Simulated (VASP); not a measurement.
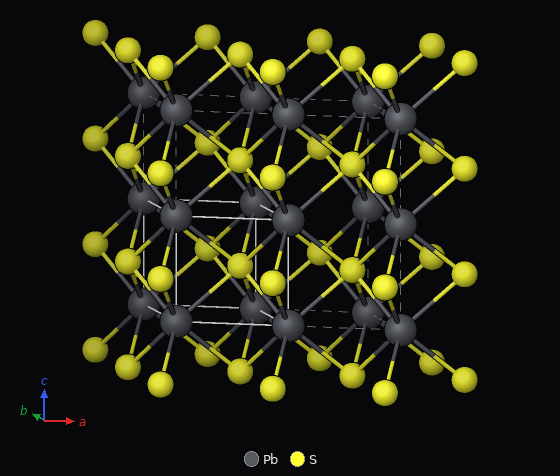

PbS (space group P-6m2, No. 187). Coordinates: a cell listed in the Materials Project, as set up for an electronic-structure calculation.

Bonds are taken as Pb–S below 3.4 Å. Atoms with one bond or none are removed and atoms with two bonds are replaced by edges, until no such atom is left.

What kind of net remains, and which atoms are its nodes?

Answer. A uninodal 6-connected, three-periodic net: Pb and S are 6-connected nodes.

Does the net have a name?

Answer. It is the acs net, known from WC.

Is the net interpenetrated?

Answer. It is a single net, without interpenetration.

How many nodes does the smallest cycle have?

Answer. Four.

Give the point symbol of each node (shortest cycle at each angle).

Answer. Pb and S: 4^9.6^6.

The simplified net, drawn on the atoms' positions. Nodes are coloured by element. Edges to nodes outside the piece are drawn as stubs.

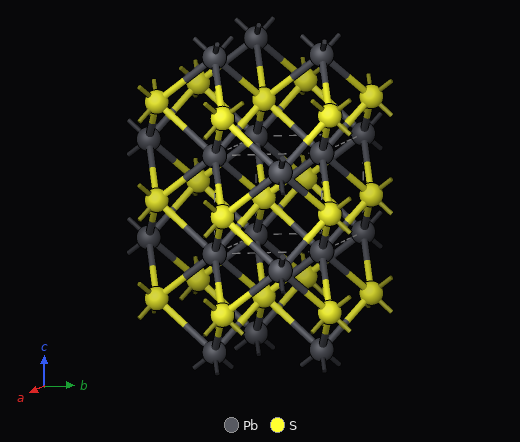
